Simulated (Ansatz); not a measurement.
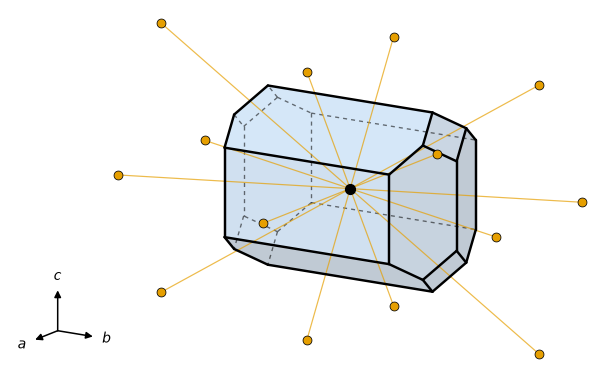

Crystal: BN, the input geometry of an electronic-structure calculation (not necessarily at equilibrium). The Wigner–Seitz cell of the crystal's lattice, with lines to the lattice points that define its faces. All values are computed from the atomic coordinates in the standard setting (tolerance 0.002 Å).

a = 2.503 Å, b = 6.991 Å, c = 4.332 Å, α = 90.00°, β = 90.00°, γ = 90.00°; space group Fmm2, No. 42.

**What is the cell's combinatorial type?**

A truncated octahedron: 14 faces (6 with 4 edges, 8 with 6 edges), 36 edges, 24 vertices. Its volume is that of the primitive cell, 19.0 Å³.

**Which lattice vectors do the faces bisect?**

```tsv
example	length (Å)	faces	edges of each	area (Å²)
1/2 a + 1/2 c	2.50	4	6	4.7
a	2.50	2	4	4.4
1/2 a + 1/2 b	3.71	4	6	2.4
1/2 b + 1/2 c	4.11	4	4	0.5
```
